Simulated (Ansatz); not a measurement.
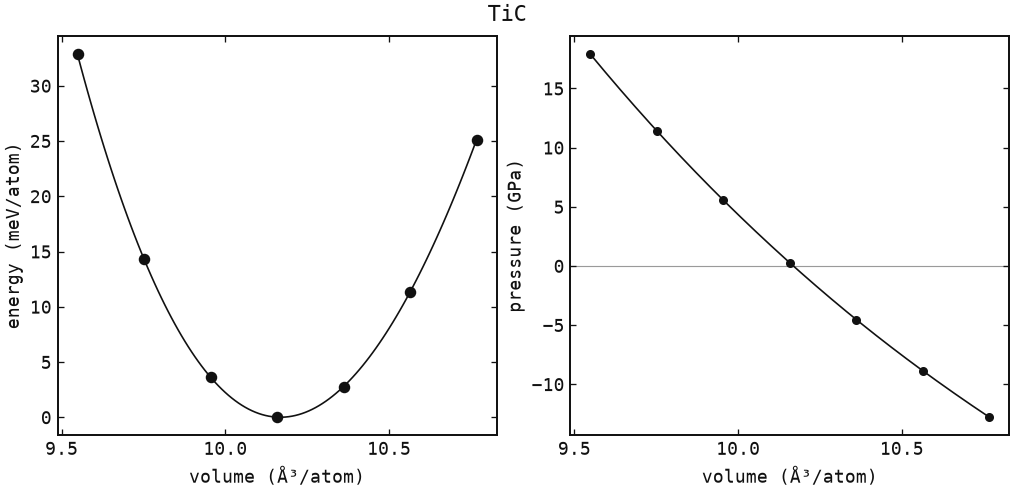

The picture above shows the energy and pressure against volume for TiC, space group Fm-3m (No. 225).

Cell as given: a = 3.063 Å, b = 3.063 Å, c = 3.063 Å, α = 60.00°, β = 60.00°, γ = 60.00°; 2 atoms.

Computed with Ansatz 0.2.0: all-electron LAPW DFT, no spin polarisation; energies at scaled volumes of the given cell, shape and fractions fixed, counted from the fit's minimum, third-order Birch-Murnaghan fit. Level: PBE.

- k mesh: 11×11×11
- occupations: Fermi–Dirac
- smearing width: 0.05 eV
- potentials: all electron LAPW, scalar relativistic
- program settings: basis error eV/atom 0.0005

> What equilibrium volume and bulk modulus follow from the curve?

A third-order Birch–Murnaghan fit gives V0 = 10.17 Å³/atom, B0 = 251 GPa and B′ = 4.0.

> How does the pressure vary with volume?

It falls from 17.90 GPa at volume 9.55 Å³/atom to −12.79 GPa at 10.77 Å³/atom, and changes sign near 10.17 Å³/atom.

The computed values:

```
volume (Å³/atom)  energy (meV/atom)  pressure (GPa)
            9.55              32.86           17.90
            9.75              14.34           11.42
            9.95               3.64            5.56
           10.16               0.01            0.26
           10.36               2.77           -4.54
           10.56              11.32           -8.87
           10.77              25.09          -12.79
```
